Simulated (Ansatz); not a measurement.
# Run report: Ti, single-point calculation

Ti (Im-3m, 1 atom in the cell), computed with DFT, r2SCAN, plane waves, PAW, no spin polarisation (Ansatz 0.2.0).

The structure derives from an entry of the Crystallography Open Database. Some settings of this run were made unusual or wrong on purpose.

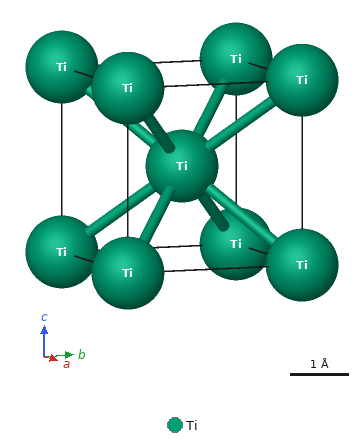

**Figure 1.** The input geometry (ball-and-stick view of the cell 2 times as large as that of the calculation, set on its symmetry axes, seen slightly off an axis). An atom can appear more than once, as a periodic image. Near neighbours in the periodic cell (some may lie outside the picture): Ti has 8 Ti at 2.82 Å.

The input
```yaml
crystal:
  lattice:
    - [-1.6258948698, 1.6258948698, 1.6258948698]
    - [1.6258948698, -1.6258948698, 1.6258948698]
    - [1.6258948698, 1.6258948698, -1.6258948698]
  atoms:
    - { symbol: Ti, position: [0.0, 0.0, 0.0] }
basis:
  ecutwfc: 500
kpoints:
  mp_grid: { grid: [18, 18, 18] }
hamiltonian:
  xc: r2scan
scf:
  occupations: { method: methfessel_paxton, width: 1.0 }
  max_iter: 50
output:
  forces: true
  eigenvalues: true
  stress: true
```

Launch command:
```bash
ansatz run input.yaml --threads 4 --pin off --max-ram 10240MiB --backend cpu --events-out ev --progress --plain --runs-dir out
```

What the program printed
```
band count auto-derived: 11 (N_el = 12.0; filled up to band 6; 10 by the electrons, moments and atoms)
Engine: ansatz 0.2.0, x86_64-unknown-linux-gnu
Pseudopotentials: kind: paw
Pseudopotential: Ti, paw, valence charge 12, recommended cutoff 500 eV (meta_gga), Ti.paw.azcp
Functional definition: r2SCAN
  parameter k0 = 0.174
  parameter k1 = 0.065
  parameter a1 = 4.9479
  exchange = r2scan_x(k0 = k0, k1 = k1, a1 = a1)
  correlation = r2scan_c
Crystal: 1 atoms, lattice volume = 17.192 Å³
Basis set: ecut = 500 eV, 429 PW (Γ), exchange–correlation on 96×96×96 points (64 copies of the dense FFT grid, shifted against one another)
Bands: 11, of which v1, the nominal top of the filled ones, is band 6 counted from 1 (5 counted from 0)
Symmetry: 48 space group operations
Space group: Im-3m (ITA 229), of the structure as read, at distance tolerance 2.6e-5 Å
k-points: 195 of 5832
Non-local potential: Ti, projectors of the file, l = 0: 3, l = 1: 2, l = 2: 3, l = 3: 1
PAW form: soft (Blöchl's): semilocal exchange-correlation on the pseudo side does not see the compensation charge
PAW frozen core: Ti, regenerated for the run's functional (the file was generated under x = pbe(κ = 0.804, μ = 0.2195149727645171), c = pbe(β = 0.06672455060314922))
PAW one-centre angular grid: Ti, 590 points (default); XC on 160 Gauss nodes
Initial density: superposition of atomic densities (neutral atoms: chi_scale 0, normalization atom), corrected by the library's trained network
Initial wavefunctions: pseudopotential atomic-orbital guess
Functional: x = r2scan, c = r2scan; τ floored in thin density (d = 2e-4 eV/Å³)
SCF iter   1: F=—  HF=-2504.277029 eV  |F-HF|=—  |Δ(HF+E_count)|=         —  Δρ=1.42e-2  dr2=2.99e-2  dr2_τ=6.98e-3  ethr=1.77e-3  ⟨swp⟩=4.3  Hψ=9554  notcnv=0
preconditioner: auto → none  [metal: Δε(μ)=0.013 eV  Ē_g=6.262 eV  σ=1.000 eV  W_gap=0.01  n_scr=0 (ndim 8)  ℏωp=17.9 eV  f_vac=0.000  D(μ)=2.00/eV (n_scr^D=18)]
SCF iter   2: F=—  HF=-2504.299116 eV  |F-HF|=—  |Δ(HF+E_count)|=   2.21e-2  S|Δr|=    0.00e0  Δρ=4.55e-3  dr2=2.28e-3  dr2_τ=6.69e-4  ethr=2.49e-4  ⟨swp⟩=2.6  Hψ=4781  notcnv=0
SCF iter   3: F=—  HF=-2504.298824 eV  |F-HF|=—  |Δ(HF+E_count)|=   2.92e-4  S|Δr|=    0.00e0  Δρ=1.92e-3  dr2=2.20e-4  dr2_τ=6.07e-5  ethr=1.90e-5  ⟨swp⟩=2.8  Hψ=3687  notcnv=0
SCF iter   4: F=—  HF=-2504.299235 eV  |F-HF|=—  |Δ(HF+E_count)|=   4.11e-4  S|Δr|=    0.00e0  Δρ=3.05e-4  dr2=9.35e-6  dr2_τ=7.45e-7  ethr=1.83e-6  ⟨swp⟩=2.1  Hψ=3323  notcnv=0
SCF iter   5: F=—  HF=-2504.299249 eV  |F-HF|=—  |Δ(HF+E_count)|=   1.39e-5  S|Δr|=    0.00e0  Δρ=6.18e-5  dr2=3.39e-7  dr2_τ=1.19e-8  ethr=7.79e-8  ⟨swp⟩=2.4  Hψ=3113  notcnv=0
SCF iter   6: F=-2504.299250 eV  HF=-2504.299250 eV  |F-HF|=1.90e-9  |Δ(HF+E_count)|=   5.83e-7  S|Δr|=    0.00e0  Δρ=4.39e-6  dr2=1.59e-9  dr2_τ=1.59e-10  ethr=8.33e-10  ⟨swp⟩=5.0  Hψ=9219  notcnv=0
SCF 1 converged in 6 iterations: F = -2504.299250 eV  dr2 = 1.59e-9
  greatest PAW one-centre occupation: 1.000 electrons in one spin orbital (limit 2), on the Ti atom at site 0 (counted from 0), in its partial waves of l = 1
SCF converged after 6 iterations
Stability not checked: this state was not tested for a lower state beside it, because cold or Methfessel-Paxton smearing, or corrected tetrahedra, fill the levels in a way that the test cannot read (fill_not_monotonic; see scf.lower_state_search)
Free energy (F): -2504.299250 eV
Harris-Foulkes:  -2504.299250 eV  (|F-HF|=1.90e-9)
Internal energy: -2504.129807 eV  (E = F + TS)
E sigma→0 (E₀):  -2504.256889 eV
Entropy (-TS):   -0.169443 eV (-169.443 meV/atom)
Fermi energy:    13.302229 eV
--- Per-component energies (eV) ---
  E_band       = -168.003578
  E_kinetic    = 272.858976
  E_local      = -804.136893  (includes V_loc(G=0)·N_el)
  E_nonlocal   = 7.622839
  E_hartree    = 329.795070
  E_xc         = -92.816177
  E_vxc        = -132.701005  (∫ρ·V_xc dr)
  E_paw        = -1056.896346  (= ΣΔE_a)
  E_vpaw       = -180.385939  (= ΣTr[D̂ρ^β])
  E_aug_tail   = 0.000090  (compensation charges beyond the density's cutoff)
  E_vtau       = 9.148815  (kinetic-family band-sum trace: ∫τ·v_τ [+ j·A + Jᵃ·Aᵃ] dr)
  E_ewald      = -1160.303909
  E_core_change = -0.253457  (= ΣΔE_core)
  E_smearing   = -0.169443  (= −TS)
  E_closure    = -0.000000  (closes the sum)
  Σ components = -2504.299250   (vs F -2504.299250, Δ=0.00e0)
--- Forces (eV/Å), atoms counted from 1 ---
  atom   1  Ti    -0.00000000     0.00000000     0.00000000
  max |Σ_I F_I| component: 3.29e-32 eV/Å
--- Stress (GPa, compression-positive) ---
        1.388553       0.000000      -0.000000
       -0.000000       1.388553       0.000000
        0.000000       0.000000       1.388553
  P = ⅓ Tr σ = 1.3886 GPa (13.886 kbar)
--- Band table (eV; the first three rows and the last of 195) ---
  k-point 0: bands = ["-45.6148", "-20.3960", "-20.3960", "-20.3960", "6.9041", "14.4404", "14.4404", "14.4404", "16.2442", "16.2442", "31.4677"]
  k-point 1: bands = ["-45.6106", "-20.4186", "-20.4028", "-20.3962", "7.0159", "14.3878", "14.4246", "14.5201", "16.1818", "16.2470", "31.2831"]
  k-point 2: bands = ["-45.5984", "-20.4834", "-20.4223", "-20.3967", "7.3437", "14.2398", "14.3564", "14.7549", "16.0405", "16.2577", "30.7176"]
  k-point 194: bands = ["-45.3747", "-20.8814", "-20.8814", "-20.8814", "10.9940", "10.9940", "17.4596", "17.4596", "17.4596", "22.1532", "22.1532"]
```

What the run reported

| quantity | value |
| --- | --- |
| outcome | converged |
| space group (tolerance 0.01 Å) | Im-3m (229) |
| electrons treated | 12 |
| free energy | −2504.2992 eV |
| Fermi energy | 13.302 eV |
| gap on the k-point mesh | none (metallic) |
| pressure | 1.39 GPa |
| largest force (length of the vector) | under 0.001 eV/Å |
| hardware | 4 threads of AMD EPYC (Zen 5), 32 GiB of memory available, shared host |
| wall time | 0.57 s (CPU time 1.8 s) |
| peak memory | 0.41 GiB |

This input holds a deliberate fault: a smearing of electronvolts (`scf.occupations`). So wide a smearing fills empty bands and washes out gaps and moments. The program still converged, but the numbers can't be taken as results for the intended system.
